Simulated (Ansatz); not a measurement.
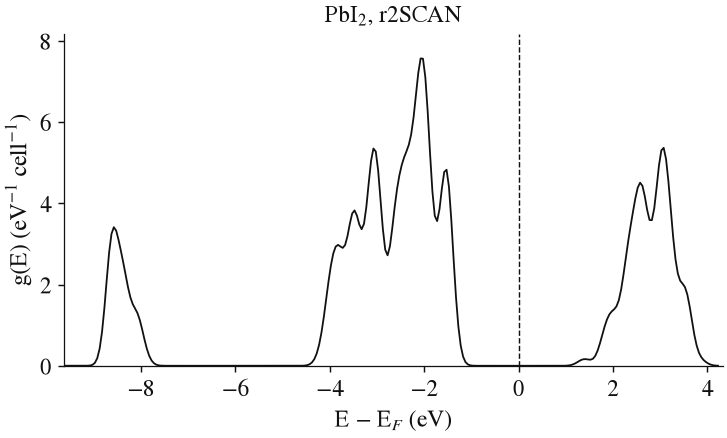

Density of states of PbI₂, space group P-3m1, 3 atoms in the cell, hydrostatic strain +3.5%. Computed with Ansatz 0.2.0: DFT, r2SCAN, plane waves, PAW, no spin polarisation, 6×6×4 k mesh, 500 eV cutoff. Energies are counted from the Fermi level, put mid-gap where there is a gap. The curve is built from the levels of the k mesh with Gaussians 0.3 eV wide, which also blur the band edges.

There is a gap; over the k points computed it is 2.65 eV (indirect; the smallest direct gap is 2.77 eV). The upper group of valence states starts about 2.9 eV under the valence-band top (which lies at −1.3 eV on this axis), with a gap beneath it; it holds about 12 electrons a cell. Within the window shown, the tallest peak of the filled states lies 0.7 eV under the valence-band top, at about 7.6 states per eV and cell.

Spin-orbit coupling is left out, which matters for Pb and I.
